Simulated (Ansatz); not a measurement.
Single-point calculation, with input and output: Al$_{2}$Pt

- system: Al$_{2}$Pt (slab, 9 atoms in the cell)
- method: DFT PBE, scalar-relativistic, plane waves, PAW, no spin polarisation (Ansatz 0.2.0)

The structure derives from an entry of the Crystallography Open Database. It belongs to a series of runs on one base structure; here: mixing beta: 0.02. Figures and captions count atoms from 1; the log counts them from 0 in places.

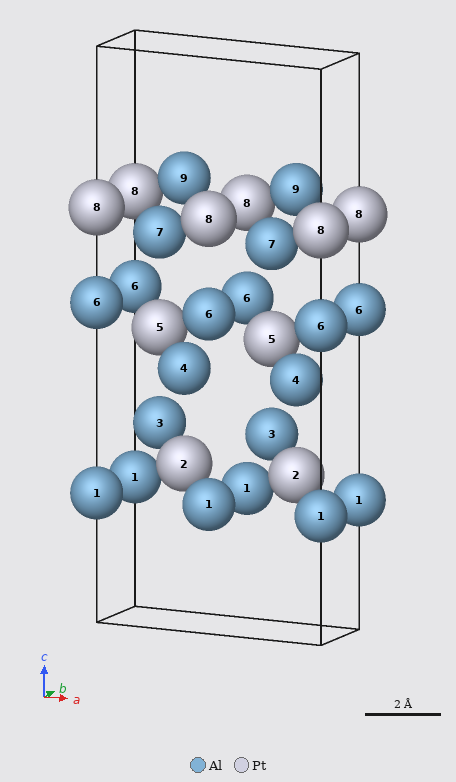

The structure as given in the input (spheres-only view of the 2 × 1 repeat of the cell, with the vacuum cut short, seen slightly off an axis; atoms are numbered from 1 in the order of the input).

Summary:

```csv
quantity,value
outcome,converged
electrons treated,72
free energy,−40799.6807 eV
"work function, top face",4.02 eV
"work function, bottom face",4.02 eV
Fermi energy,2.648 eV
gap on the k-point mesh,none (metallic)
work function (upper face),4.02 eV
largest force (length of the vector),0.737 eV/Å
hardware,"2 threads of Arm Neoverse V2, 24 GiB of memory available, shared host"
wall time,7.8 s (CPU time 15 s)
peak memory,0.57 GiB
```

Notes:

Spin–orbit coupling is left out, which matters for Pt.

Input:
```yaml
crystal:
  lattice:
    - [4.2047455503, 0.0, 0.0]
    - [-2.1023727751, 3.641416463, 0.0]
    - [0.0, 0.0, 23.5829009136]
  atoms:
    - { symbol: Al, position: [0.0, 0.0, 0.3180270327] }
    - { symbol: Pt, position: [0.6666666667, 0.3333333333, 0.3544216262] }
    - { symbol: Al, position: [0.3333333333, 0.6666666667, 0.3908162196] }
    - { symbol: Al, position: [0.6666666667, 0.3333333333, 0.4636054065] }
    - { symbol: Pt, position: [0.3333333333, 0.6666666667, 0.5] }
    - { symbol: Al, position: [0.0, 0.0, 0.5363945935] }
    - { symbol: Al, position: [0.3333333333, 0.6666666667, 0.6091837804] }
    - { symbol: Pt, position: [0.0, 0.0, 0.6455783738] }
    - { symbol: Al, position: [0.6666666667, 0.3333333333, 0.6819729673] }
basis:
  ecutwfc: 420
kpoints:
  mp_grid: { grid: [9, 9, 1] }
hamiltonian:
  xc: pbe
scf:
  occupations: { method: gaussian, width: 0.1 }
  mixing: { beta: 0.02 }
  max_iter: 54
output:
  forces: true
  stress: true
  eigenvalues: true
efield:
  axis: 3
  dipole_correction: true
  ramp_width: 0.04
```

Launch command:
```bash
ansatz run input.yaml --threads 2 --pin off --max-ram 4096MiB --backend cpu --events-out ev --progress --plain --runs-dir out
```

What the program printed:
```
Engine: ansatz 0.2.0, aarch64-unknown-linux-gnu
Pseudopotentials: kind: paw
Pseudopotential: Al, paw, valence charge 3, recommended cutoff 420 eV (normal), Al.paw.azcp
Pseudopotential: Pt, paw, valence charge 18, recommended cutoff 420 eV (normal), Pt.paw.azcp
Functional definition: PBE
  parameter kappa = 0.804
  parameter beta = 0.06672455060314922
  exchange = pbe_x(kappa = kappa, mu = beta*pi^2/3)
  correlation = pbe_c(beta = beta)
Crystal: 9 atoms, lattice volume = 361.083 Å³
Basis set: ecut = 420 eV, 6949 PW (Γ), exchange–correlation on 60×60×320 points (8 copies of the dense FFT grid, shifted against one another)
Bands: 45, of which v1, the nominal top of the filled ones, is band 36 counted from 1 (35 counted from 0)
Symmetry: 6 space group operations
k-points: 12 of 81 (time reversal used)
Non-local potential: Al, projectors of the file, l = 0: 2, l = 1: 2, l = 2: 1
Non-local potential: Pt, projectors of the file, l = 0: 3, l = 1: 2, l = 2: 2, l = 3: 1
PAW form: soft (Blöchl's): semilocal exchange-correlation on the pseudo side does not see the compensation charge
PAW one-centre angular grid: Al, 110 points (default); XC on 64 Gauss nodes
PAW one-centre angular grid: Pt, 590 points (default); XC on 64 Gauss nodes
Initial density: superposition of atomic densities (neutral atoms: chi_scale 0, normalization atom), corrected by the library's trained network
Initial wavefunctions: pseudopotential atomic-orbital guess
Functional: x = pbe(κ = 0.804, μ = 0.2195149727645171), c = pbe(β = 0.06672455060314922)
SCF iter   1: F=—  HF=-40799.680037 eV  |F-HF|=—  |Δ(HF+E_count)|=         —  Δρ=2.41e-3  dr2=3.96e-2  ethr=1.77e-3  p=-0.000 e·Å  D=-1.97e-14 V/Å  ΔV_dip=0.00 eV  dr2_dipole=2.08e-10  V_vac-E_F(+/−)=4.08/4.08 eV  ⟨swp⟩=10.8  Hψ=2747  notcnv=0
efield: sawtooth ramp at fractional position 0.9800 (placed from the atoms, in the widest stretch of the axis that holds none; the zero of the levels goes with the place), width 0.0400; the density the first Hamiltonian is built on has a dipole p = -0.000 e·Å; the dipole correction subtracts the counter field D = -1.97e-14 V/Å, which shifts the + side's vacuum level by +0.00 eV against the − side's; the planar-averaged density in the ramp window peaks in size at 4.2e-5 e/Å³
preconditioner: auto → LDOS  [metal: Δε(μ)=0.109 eV  Ē_g=6.636 eV  σ=0.100 eV  W_gap=0.45  n_scr=68 (ndim 8)  ℏωp=13.5 eV  f_vac=0.490  D(μ)=1.96/eV (n_scr^D=6)  β=0.02 kept]
SCF iter   2: F=—  HF=-40799.682096 eV  |F-HF|=—  |Δ(HF+E_count)|=   2.06e-3  Δρ=2.35e-3  dr2=3.57e-2  ethr=5.50e-5  p=-0.000 e·Å  D=-1.66e-7 V/Å  ΔV_dip=0.00 eV  dr2_dipole=2.66e-11  V_vac-E_F(+/−)=4.08/4.08 eV  ⟨swp⟩=1.7  Hψ=792  notcnv=0
SCF iter   3: F=—  HF=-40799.682046 eV  |F-HF|=—  |Δ(HF+E_count)|=   5.04e-5  Δρ=1.42e-3  dr2=2.34e-2  ethr=4.96e-5  p=0.000 e·Å  D=1.93e-5 V/Å  ΔV_dip=-0.00 eV  dr2_dipole=1.84e-7  V_vac-E_F(+/−)=4.00/4.00 eV  ⟨swp⟩=2.0  Hψ=784  notcnv=0
SCF iter   4: F=—  HF=-40799.681803 eV  |F-HF|=—  |Δ(HF+E_count)|=   2.43e-4  Δρ=1.00e-3  dr2=1.13e-2  ethr=3.25e-5  p=0.000 e·Å  D=7.22e-6 V/Å  ΔV_dip=-0.00 eV  dr2_dipole=3.00e-8  V_vac-E_F(+/−)=3.99/3.99 eV  ⟨swp⟩=1.0  Hψ=505  notcnv=0
SCF iter   5: F=—  HF=-40799.681503 eV  |F-HF|=—  |Δ(HF+E_count)|=   2.99e-4  Δρ=5.75e-4  dr2=3.09e-3  ethr=1.57e-5  p=-0.000 e·Å  D=-1.98e-6 V/Å  ΔV_dip=0.00 eV  dr2_dipole=1.87e-9  V_vac-E_F(+/−)=4.00/4.00 eV  ⟨swp⟩=1.3  Hψ=510  notcnv=0
SCF iter   6: F=—  HF=-40799.681123 eV  |F-HF|=—  |Δ(HF+E_count)|=   3.81e-4  Δρ=1.58e-4  dr2=1.59e-4  ethr=4.29e-6  p=-0.000 e·Å  D=-3.87e-6 V/Å  ΔV_dip=0.00 eV  dr2_dipole=1.76e-11  V_vac-E_F(+/−)=4.02/4.02 eV  ⟨swp⟩=2.0  Hψ=716  notcnv=0
SCF iter   7: F=—  HF=-40799.681111 eV  |F-HF|=—  |Δ(HF+E_count)|=   1.17e-5  Δρ=3.77e-5  dr2=9.44e-6  ethr=2.21e-7  p=-0.000 e·Å  D=-2.04e-6 V/Å  ΔV_dip=0.00 eV  dr2_dipole=6.30e-10  V_vac-E_F(+/−)=4.02/4.02 eV  ⟨swp⟩=2.2  Hψ=786  notcnv=0
SCF iter   8: F=—  HF=-40799.680667 eV  |F-HF|=—  |Δ(HF+E_count)|=   4.44e-4  Δρ=8.97e-6  dr2=3.40e-7  ethr=1.31e-8  p=-0.000 e·Å  D=-1.12e-7 V/Å  ΔV_dip=0.00 eV  dr2_dipole=1.60e-10  V_vac-E_F(+/−)=4.02/4.02 eV  ⟨swp⟩=2.8  Hψ=1009  notcnv=0  defer=19
SCF iter   9: F=-40799.680667 eV  HF=-40799.680667 eV  |F-HF|=2.53e-9  |Δ(HF+E_count)|=   1.72e-7  Δρ=2.85e-6  dr2=3.88e-8  ethr=1.39e-10  p=-0.000 e·Å  D=-2.84e-7 V/Å  ΔV_dip=0.00 eV  dr2_dipole=1.79e-11  V_vac-E_F(+/−)=4.02/4.02 eV  ⟨swp⟩=16.9  Hψ=2809  notcnv=0
SCF 1 converged in 9 iterations: F = -40799.680667 eV  dr2 = 3.88e-8
  greatest PAW one-centre occupation: 1.000 electrons in one spin orbital (limit 2), on the Pt atom at site 4 (counted from 0), in its partial waves of l = 0
SCF converged after 9 iterations
Free energy (F): -40799.680667 eV
Harris-Foulkes:  -40799.680667 eV  (|F-HF|=2.53e-9)
Internal energy: -40799.670190 eV  (E = F + TS)
E sigma→0 (E₀):  -40799.675428 eV
Entropy (-TS):   -0.010477 eV (-1.164 meV/atom)
Fermi energy:    2.647617 eV
Dipole field:    D = 0.000004 V/Å  (p = 0.000008 e·Å, saw-weighted, corrected)
Work function:   Φ+ = 4.0227 eV   Φ− = 4.0228 eV
Levels:          The Fermi level and band energies are counted from a zero that moves with the ramp; work functions are not
--- Per-component energies (eV) ---
  E_band       = -1550.354577
  E_kinetic    = 2049.676848
  E_local      = -48401.721279  (includes V_loc(G=0)·N_el)
  E_nonlocal   = 654.071690
  E_hartree    = 23060.174981
  E_xc         = -1024.254295
  E_vxc        = -1082.705573  (∫ρ·V_xc dr)
  E_paw        = -31165.688055  (= ΣΔE_a)
  E_vpaw       = -890.031143  (= ΣTr[D̂ρ^β])
  E_aug_tail   = 0.000573  (compensation charges beyond the density's cutoff)
  E_efield     = 0.000000  (sawtooth field / dipole correction)
  E_vefield    = 0.000000  (∫n·V_field dr)
  E_ewald      = 14028.069348
  E_smearing   = -0.010477  (= −TS)
  E_closure    = 0.000000  (closes the sum)
  Σ components = -40799.680667   (vs F -40799.680667, Δ=0.00e0)
--- Forces (eV/Å), atoms counted from 1 ---
  atom   1  Al     0.00000000    -0.00000000     0.73742926
  atom   2  Pt    -0.00000000     0.00000000    -0.19933696
  atom   3  Al    -0.00000000     0.00000000    -0.20390374
  atom   4  Al     0.00000000     0.00000000    -0.15467376
  atom   5  Pt    -0.00000000     0.00000000    -0.00000225
  atom   6  Al    -0.00000000     0.00000000     0.15466877
  atom   7  Al     0.00000000     0.00000000     0.20390853
  atom   8  Pt     0.00000000    -0.00000000     0.19934077
  atom   9  Al    -0.00000000     0.00000000    -0.73742940
  max |Σ_I F_I| component: 1.23e-6 eV/Å
--- Stress (GPa, compression-positive) ---
       -1.047855      -0.000000       0.000000
       -0.000000      -1.047855      -0.000000
        0.000000      -0.000000      -1.617475
  P = ⅓ Tr σ = -1.2377 GPa (-12.377 kbar)
--- Band table (eV; the first three rows and the last of 12) ---
  k-point 0: bands = ["-96.2359", "-96.0511", "-96.0511", "-50.4718", "-50.4672", "-50.4672", "-50.2993", "-50.2993", "-50.2992", "-50.2992", "-50.2202", "-50.2202", "-7.2048", "-6.3495", "-5.4766", "-2.9726", "-2.5845", "-2.2561", "-2.2561", "-1.9916", "-1.9916", "-1.9756", "-1.9756", "-1.0280", "-1.0280", "-0.9984", "-0.7677", "-0.7253", "-0.7253", "-0.6365", "-0.6365", "0.5984", "2.8582", "4.1138", "4.1138", "5.2773", "5.2773", "5.3360", "5.8012", "6.1861", "6.1861", "6.2843", "6.4274", "6.4959", "6.7331"]
  k-point 1: bands = ["-96.2359", "-96.0511", "-96.0511", "-50.4718", "-50.4674", "-50.4673", "-50.2995", "-50.2995", "-50.2993", "-50.2993", "-50.2202", "-50.2202", "-7.0556", "-6.1987", "-5.3178", "-2.9883", "-2.6163", "-2.3367", "-2.1962", "-2.0327", "-2.0015", "-1.9178", "-1.8860", "-1.1398", "-1.0606", "-0.9999", "-0.9221", "-0.7162", "-0.6759", "-0.6337", "-0.3701", "0.6655", "2.7962", "3.2266", "3.7339", "4.1455", "4.8100", "5.0112", "5.3858", "5.7938", "5.9158", "6.2062", "6.3487", "6.6244", "6.8752"]
  k-point 2: bands = ["-96.2359", "-96.0511", "-96.0511", "-50.4717", "-50.4680", "-50.4674", "-50.3000", "-50.3000", "-50.2994", "-50.2994", "-50.2202", "-50.2202", "-6.6183", "-5.7594", "-4.8565", "-3.0394", "-2.7558", "-2.5636", "-2.1006", "-2.0498", "-1.9640", "-1.7170", "-1.6443", "-1.3881", "-1.1099", "-1.0937", "-0.9100", "-0.7127", "-0.7079", "-0.6063", "0.0091", "0.8087", "1.6276", "2.3073", "2.8751", "2.9515", "3.3378", "3.9370", "4.8443", "5.2769", "5.7117", "6.0042", "6.5023", "6.8146", "6.9824"]
  k-point 11: bands = ["-96.2359", "-96.0511", "-96.0511", "-50.4716", "-50.4685", "-50.4685", "-50.3005", "-50.3005", "-50.3005", "-50.3005", "-50.2200", "-50.2200", "-4.1920", "-3.7797", "-3.7797", "-3.2398", "-2.9343", "-2.9343", "-2.2543", "-2.2543", "-1.9573", "-1.7920", "-1.7920", "-1.4935", "-1.2930", "-1.1135", "-1.1135", "-0.9615", "-0.7666", "-0.7666", "-0.0842", "0.1463", "0.1463", "0.5604", "0.5604", "0.6555", "2.4137", "3.1080", "3.1080", "4.0666", "4.0666", "6.4052", "6.8744", "6.8744", "7.1544"]
```

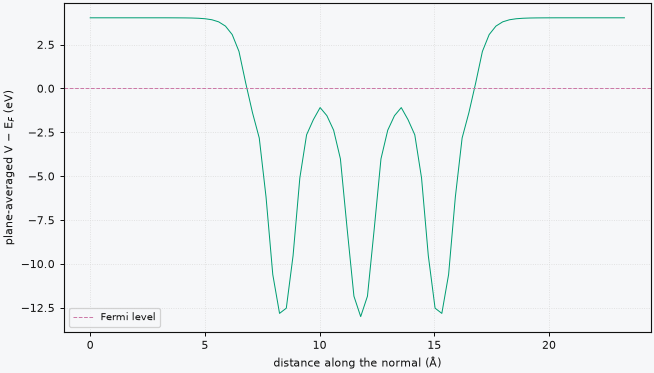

Plane average of the electrostatic potential energy of an electron across the cell, from the Fermi level. The vacuum level lies 4.02 eV above the Fermi level.

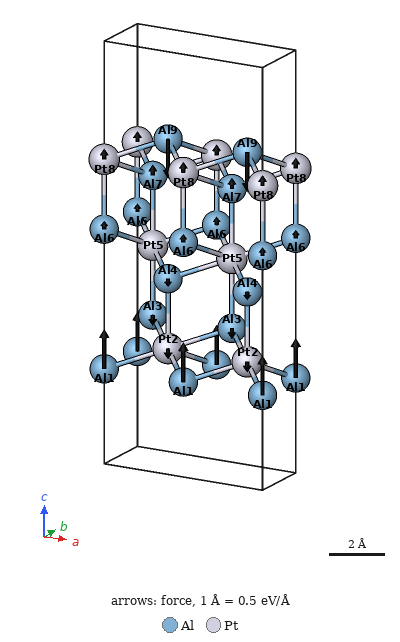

Forces on the atoms as black arrows (ball-and-stick view of the 2 × 1 repeat of the cell, with the vacuum cut short, seen slightly off an axis; atoms are numbered from 1 in the order of the input). The largest act on Al1, Al9 (0.74 eV/Å). The geometry is not a stationary point of this energy.

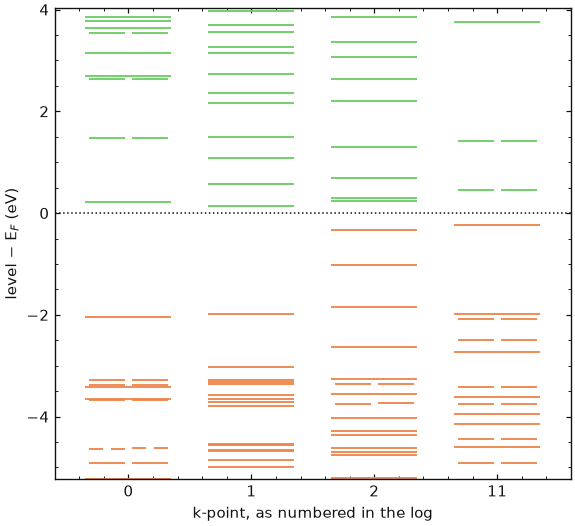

Kohn–Sham levels near the Fermi level (dotted) at the few k-points that the log prints; levels within 0.02 eV of each other stand side by side. The system is metallic on the full mesh.
